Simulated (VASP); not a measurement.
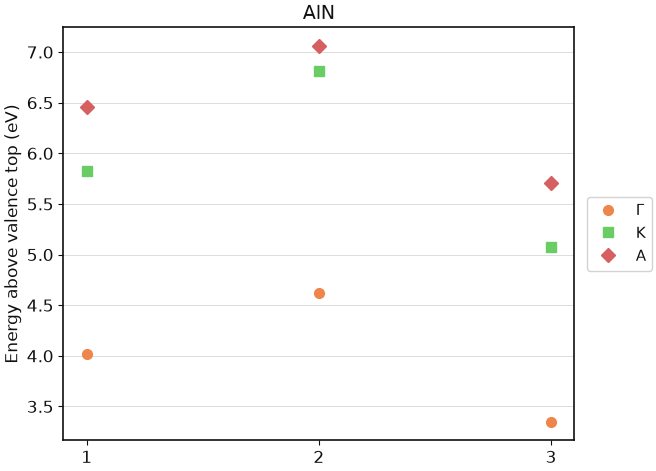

Lowest conduction level at each named k point, counted from the valence-band top at Γ, by several methods on one cell of AlN, space group P6_3/mmc, 4 atoms in the cell; a = 3.301 Å, c = 4.138 Å (hexagonal axes). All runs are without spin-orbit coupling and carry no moments.

Which column is which method? They are PBEsol, r2SCAN and TB-mBJ.

Answer. 1 is r2SCAN; 2 is TB-mBJ; 3 is PBEsol.

```csv
method,program,Γ (eV),K (eV),A (eV)
PBEsol,VASP,3.35,5.08,5.71
r2SCAN,VASP,4.02,5.83,6.46
TB-mBJ,VASP,4.62,6.81,7.06
```

Does r2SCAN shift these levels rigidly from PBEsol?

Answer. The shifts are +0.67 eV at Γ, +0.75 eV at K and +0.75 eV at A, and at points that aren't plotted +0.80 eV (H): over the named points that both runs hold, a spread of 0.13 eV on a mean of 0.74 eV, so one shift describes them only roughly.

Settings. PBEsol: VASP PAW PBE potentials, release 64 (Al, N), 9×9×6 k mesh, 520 eV cutoff, Gaussian smearing of 0.02 eV (VASP). r2SCAN: VASP PAW PBE potentials, release 64 (Al, N), 9×9×6 k mesh, 520 eV cutoff, Gaussian smearing of 0.02 eV (VASP 6.6.1). TB-mBJ: VASP PAW PBE potentials, release 64 (Al, N), 9×9×6 k mesh, 520 eV cutoff, Gaussian smearing of 0.02 eV (VASP 6.6.1).

The PAW data sets were made with another functional. The usual form of AlN is wurtzite. The cell was derived from a database entry in an earlier step, so it needn't be the measured one. LDA, GGA and most meta-GGA functionals understate gaps. TB-mBJ: this is a model potential built to give gaps, with no total energy.
